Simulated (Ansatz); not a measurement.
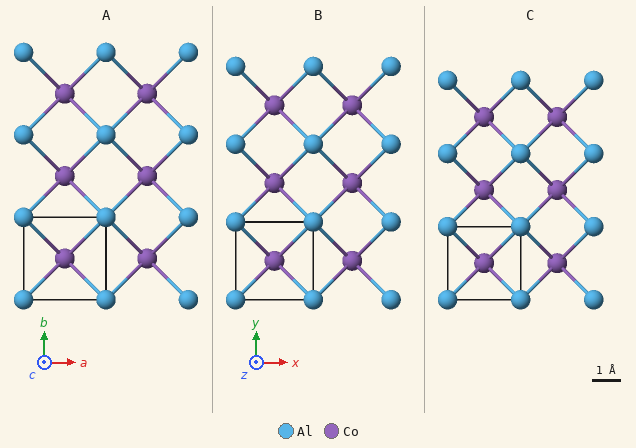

A scan of solid AlCo (Pm-3m): the cell is strained equally along x and y, with the atoms kept at their fractional coordinates. x, y and z are the Cartesian axes of the input. Style: ball-and-stick. Shown: the cell of the calculation, repeated 2 × 3 × 3 with one cell outlined, along the c axis.

All numbers below come from DFT PBEsol, scalar-relativistic, plane waves, PAW (Ansatz 0.2.0). Settings: plane-wave cutoff 420 eV; k-point mesh 22 × 22 × 22; occupations gaussian; smearing width 0.15 eV; no spin polarisation. Energies (free energies at the smearing named) are counted from the relaxed crystal.

Question: Rank the frames from lowest to highest energy.

Answer: Lowest first: B (the strain 0.00, 0.0 meV/atom), A (the strain 0.06, 96.5 meV/atom), C (the strain −0.06, 131.9 meV/atom). Over the whole scan: of the computed points the lowest is at the strain 0.00, 0.0 meV/atom. At the ends of the scan the energy is 131.9 meV/atom (−0.06) and 96.5 meV/atom (0.06). The curvature at zero strain, (1/V) d²E/dε², is about 890 GPa; it is C₁₁ + C₂₂ + 2C₁₂ with clamped ions. The distortion takes the space group from Pm-3m to P4/mmm. At the strain −0.06 the cell of the drawing goes a 2.823 → 2.653 Å, b 2.823 → 2.653 Å.
